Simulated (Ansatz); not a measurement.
**Ni: geometry relaxation (part 2 of 2)**

Continued. System: Ni (Fm-3m, 1 atom in the cell). Method: DFT, PBE, PAW with Ansatz's default frozen-core files, scalar-relativistic, spin-polarised (Ansatz 0.2.0); cutoff 420 eV, 21×21×21 k-mesh, Fermi–Dirac smearing of 0.05 eV, collinear spins. The structure was built on a prototype by a generator; it need not be a known phase. It belongs to a series of runs on one base structure; here: bulk cell relaxed.

Geometry of the input (Å; fractional positions):
```
0.0000  1.7597  1.7597
1.7597  0.0000  1.7597
1.7597  1.7597  0.0000
Ni 0.0000  0.0000  0.0000
```

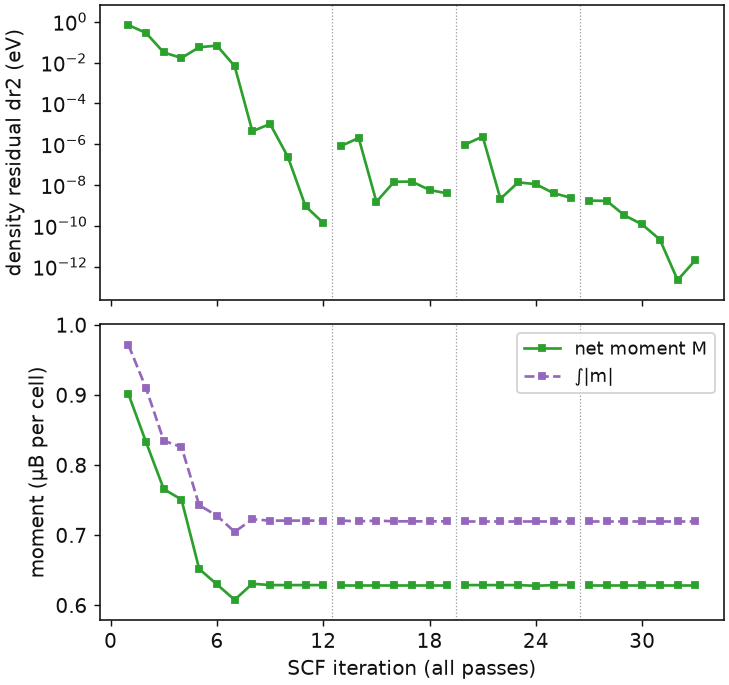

*Convergence of the self-consistent field: density residual dr2 and magnetic moment against the SCF iteration. The dotted lines part the SCF passes of the relaxation: geometry steps, rejected trials and re-solves on a re-selected basis.*

The passes take 12, 7, 7 and 7 iterations. The net moment goes from 0.9 to 0.6 μB per cell.

```
basis re-selected at this cell: Δ(F+E_penalty+E_count) = +4.035e-6 eV, ΔP = +0.002 GPa vs the last step (what re-selecting the basis moved, of the pressure what is left beyond the Pulay correction that the steps carried, after the strain that the cell walked since its last selection, with what the two solves' SCF thresholds leave and, on support functions, any second-order correction that the steps lacked; it is no measure of the basis error at this ecutwfc). This SCF's stress stands 2.76e-3 GPa from its target on what of the cell is left free (relax.cell.stress_tol is 5.00e-2 GPa) and its largest allowed force component is 0.00e0 eV/Å (relax.f_tol is 5.00e-3 eV/Å): within both
SCF converged after 7 iterations
Magnetization: 0.6285 μB (9.3143 up, 8.6857 down)
Absolute magnetization: 0.7209 μB (∫|ρ↑−ρ↓|, with the PAW one-centre terms)
Spin contamination: 0.0071 ħ² per cell (⟨S²⟩ above its minimum at these occupations)
Per-site moments (μB) at R_I (Å): [(0.6675596672539577, 1.0263152070199535)]
Free energy (F): -5839.727452 eV
Harris-Foulkes:  -5839.727452 eV  (|F-HF|=9.09e-13)
Internal energy: -5839.713031 eV  (E = F + TS)
E sigma→0 (E₀):  -5839.720242 eV
Entropy (-TS):   -0.014421 eV (-14.421 meV/atom)
Fermi energy:    18.166716 eV
--- Per-component energies (eV) ---
  E_band       = -284.641870
  E_kinetic    = 282.090186
  E_local      = -3438.676960  (includes V_loc(G=0)·N_el)
  E_nonlocal   = 635.552646
  E_hartree    = 1435.386033
  E_xc         = -84.792051
  E_vxc        = -109.338747  (∫ρ·V_xc dr)
  E_paw        = -1629.639560  (= ΣΔE_a)
  E_vpaw       = -525.041535  (= ΣTr[D̂ρ^β])
  E_aug_tail   = 0.000586  (compensation charges beyond the density's cutoff)
  E_ewald      = -3039.633910
  E_smearing   = -0.014421  (= −TS)
  E_closure    = -0.000000  (closes the sum)
  Σ components = -5839.727452   (vs F -5839.727452, Δ=0.00e0)
--- Forces (eV/Å), atoms counted from 1 ---
  atom   1  Ni    -0.00000000     0.00000000     0.00000000
  max |Σ_I F_I| component: 1.56e-31 eV/Å
--- Stress (GPa, compression-positive) ---
        0.002757      -0.000000      -0.000000
       -0.000000       0.002757      -0.000000
        0.000000       0.000000       0.002757
  P = ⅓ Tr σ = 0.0028 GPa (0.028 kbar)
--- Band table (eV; the first three rows and the last of 572) ---
  k-point 0 ↑: bands = ["-85.5085", "-45.7662", "-45.7662", "-45.7662", "9.0428", "15.7034", "15.7034", "15.7034", "16.8943", "16.8943", "41.6433", "45.6060", "45.6060", "45.6060"]
  k-point 1 ↑: bands = ["-85.5078", "-45.7711", "-45.7670", "-45.7670", "9.1317", "15.6801", "15.7237", "15.7237", "16.8855", "16.8855", "41.3798", "44.2851", "45.3480", "45.3480"]
  k-point 2 ↑: bands = ["-85.5056", "-45.7853", "-45.7690", "-45.7690", "9.3957", "15.6149", "15.7791", "15.7791", "16.8644", "16.8644", "40.1108", "43.0260", "44.8304", "44.8304"]
  k-point 285 ↓: bands = ["-84.6228", "-45.0988", "-45.0879", "-45.0290", "14.7453", "15.5610", "15.7605", "17.4000", "18.5461", "25.3044", "26.3977", "28.4803", "29.4485", "47.5935"]
--- Relaxed structure (3 steps of the walk, 3 accepted, 1 SCFs on fresh bases) ---
  F+E_penalty+E_count = -5839.72745236 eV   max|allowed force component| = 0.000e0 eV/Å   (the final SCF, on the basis selected at the relaxed cell)
  cell:  # Å, volume = 10.8907 Å³
    - [-1.8152262867190538e-34, 1.7593077394392351, 1.7593077394392351]
    - [1.7593077394392351, -5.1909102585123825e-34, 1.7593077394392351]
    - [1.7593077394392351, 1.7593077394392351, -2.9298389189149645e-34]
  atoms:
    - { symbol: Ni, position: [0.0, 0.0, 0.0] }
```

**File rho_z.tsv**
```
# z_ang	rho[e/angstrom^3]	rho_spin[e/angstrom^3]
# format = ansatz-planar-average/11
# lattice	-0.000000000	1.759307739	1.759307739
# lattice	1.759307739	-0.000000000	1.759307739
# lattice	1.759307739	1.759307739	-0.000000000
# sites	1
# site	28	0.000000000	0.000000000	0.000000000
0.000000	4.557071e0	1.995549e-1
0.138224	4.136371e0	1.754318e-1
0.276449	3.131114e0	1.220951e-1
0.414673	2.052362e0	7.174809e-2
0.552897	1.240191e0	3.774533e-2
0.691121	7.471852e-1	1.732236e-2
0.829346	4.842251e-1	5.308830e-3
0.967570	3.566869e-1	-1.710983e-3
1.105794	3.034800e-1	-5.212564e-3
1.244018	2.898785e-1	-6.154347e-3
1.382243	3.034800e-1	-5.212564e-3
1.520467	3.566869e-1	-1.710983e-3
1.658691	4.842251e-1	5.308830e-3
1.796916	7.471852e-1	1.732236e-2
1.935140	1.240191e0	3.774533e-2
2.073364	2.052362e0	7.174809e-2
2.211588	3.131114e0	1.220951e-1
2.349813	4.136371e0	1.754318e-1
```

**File v_z.tsv**
```
# z_ang	v_es[eV]	v_tot_up[eV]	v_tot_dn[eV]
# format = ansatz-planar-average/11
# xc	pbe
# density_cutoff_ev	1680
# datasets	Ni=:simpson_from_first_knot:soft
# lattice	-0.000000000	1.759307739	1.759307739
# lattice	1.759307739	-0.000000000	1.759307739
# lattice	1.759307739	1.759307739	-0.000000000
# sites	1
# site	28	0.000000000	0.000000000	0.000000000
0.000000	-2.643263e0	-1.739001e1	-1.733429e1
0.138224	-2.026187e0	-1.664577e1	-1.659761e1
0.276449	-2.418811e-1	-1.449698e1	-1.446508e1
0.414673	2.526622e0	-1.117783e1	-1.116196e1
0.552897	5.979458e0	-7.050224e0	-7.049203e0
0.691121	9.694037e0	-2.592814e0	-2.614135e0
0.829346	1.314809e1	1.590185e0	1.524594e0
0.967570	1.583080e1	4.877921e0	4.748606e0
1.105794	1.738412e1	6.824484e0	6.640237e0
1.244018	1.783615e1	7.412292e0	7.207392e0
1.382243	1.738412e1	6.824484e0	6.640237e0
1.520467	1.583080e1	4.877921e0	4.748606e0
1.658691	1.314809e1	1.590185e0	1.524594e0
1.796916	9.694037e0	-2.592814e0	-2.614135e0
1.935140	5.979458e0	-7.050224e0	-7.049203e0
2.073364	2.526622e0	-1.117783e1	-1.116196e1
2.211588	-2.418811e-1	-1.449698e1	-1.446508e1
2.349813	-2.026187e0	-1.664577e1	-1.659761e1
```

**Trajectory as extended XYZ (Å, eV, eV/Å), 4 frames, from step=1 to step=4**
```
1
Lattice="0.0000 1.7597 1.7597 1.7597 0.0000 1.7597 1.7597 1.7597 0.0000" Properties=species:S:1:pos:R:3:forces:R:3 step=1 energy=-5839.72745 pressure_GPa=-0.13
Ni    0.0000    0.0000    0.0000    0.0000   0.0000   0.0000
1
Lattice="0.0000 1.7595 1.7595 1.7595 0.0000 1.7595 1.7595 1.7595 0.0000" Properties=species:S:1:pos:R:3:forces:R:3 step=2 energy=-5839.72745 pressure_GPa=-0.07
Ni    0.0000    0.0000    0.0000    0.0000   0.0000   0.0000
1
Lattice="0.0000 1.7593 1.7593 1.7593 0.0000 1.7593 1.7593 1.7593 0.0000" Properties=species:S:1:pos:R:3:forces:R:3 step=3 energy=-5839.72746 pressure_GPa=0.00
Ni    0.0000    0.0000    0.0000    0.0000   0.0000   0.0000
1
Lattice="0.0000 1.7593 1.7593 1.7593 0.0000 1.7593 1.7593 1.7593 0.0000" Properties=species:S:1:pos:R:3:forces:R:3 step=4 energy=-5839.72745 pressure_GPa=0.00
Ni    0.0000    0.0000    0.0000    0.0000   0.0000   0.0000
```

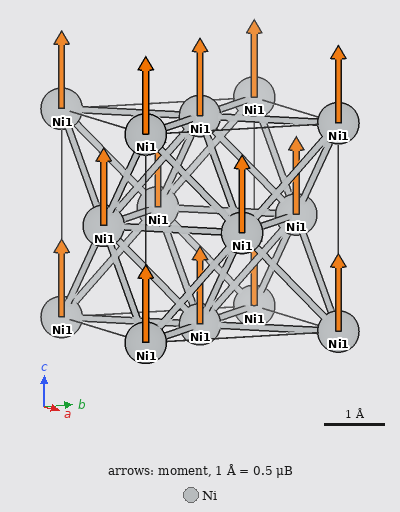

*Magnetic moments of the sites as orange arrows (ball-and-stick view of the cell 4 times as large as that of the calculation, set on its symmetry axes, seen slightly off an axis; atoms are numbered from 1 in the order of the input); small moments hardly show. The run is collinear, so the axis drawn is arbitrary.*

Site moments: Ni1 (0.67 μB). They are counted near the atoms and needn't add up to the moment of the cell.

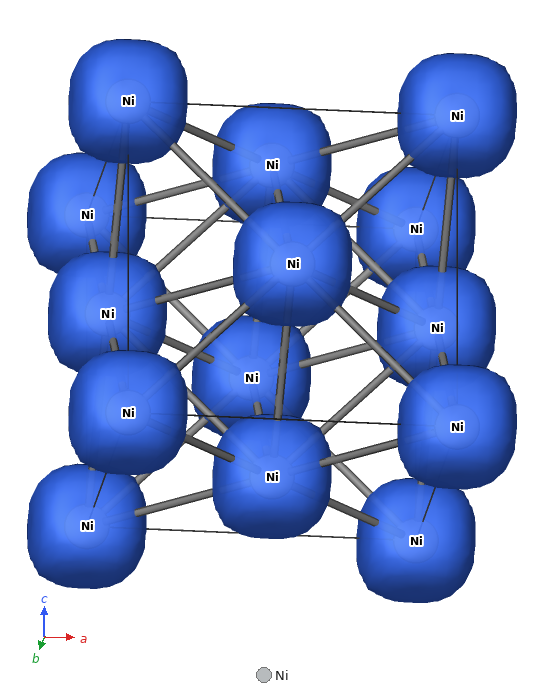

*Isosurface of the magnetisation density (up minus down) at +0.1 e/Å³ (blue), seen at an oblique angle. Sticks mark near contacts. The outline is the cell set on symmetry axes.*

The cell of the calculation (1 atoms) carries 0.6 μB net. In a PAW calculation such maps are meaningful between the atoms, not at the nuclei.

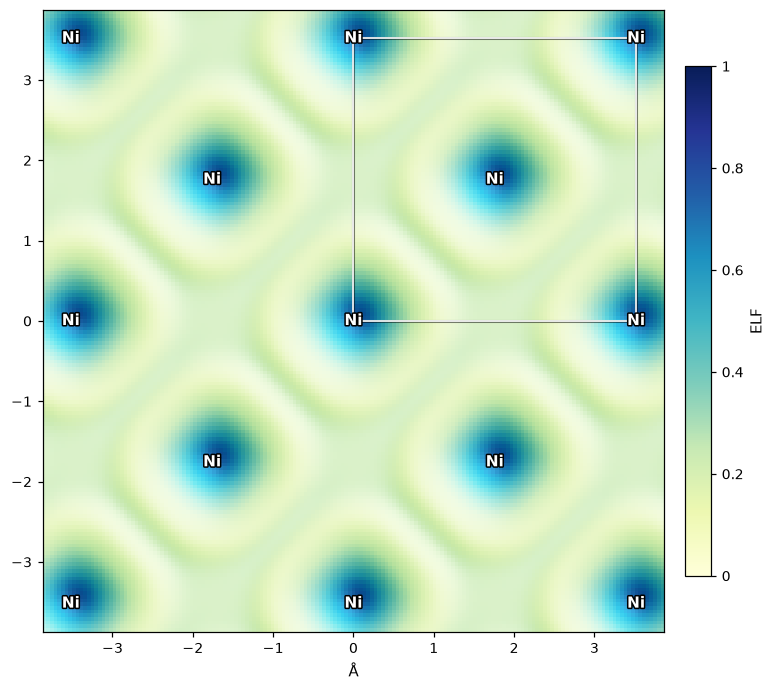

*Electron localisation function on the (010) plane of the conventional cell.*

The section cuts through Ni sites. Ni–Ni (2.49 Å): the ELF is about 0.25 at the midpoint; no shared electron pair. The strong features right at Ni lie inside the PAW spheres (semicore, d or f shells) and say nothing about bonding.

**Summary**

- outcome: converged
- space group (tolerance 0.01 Å): Fm-3m (225)
- electrons treated: 18
- free energy: −5839.7275 eV
- Fermi energy: 18.167 eV
- net moment of the cell: 0.63 μB
- integrated absolute moment: 0.72 μB
- pressure: 0.00 GPa
- final volume: 10.89 Å³
- largest force (length of the vector) at the end: under 0.001 eV/Å
- final cell: a = 2.488 Å, b = 2.488 Å, c = 2.488 Å, α = 60.00°, β = 60.00°, γ = 60.00°
- hardware: 2 threads of Arm Neoverse V2, 24 GiB of memory available, shared host
- wall time: 12 s (CPU time 23 s)
- peak memory: 0.37 GiB
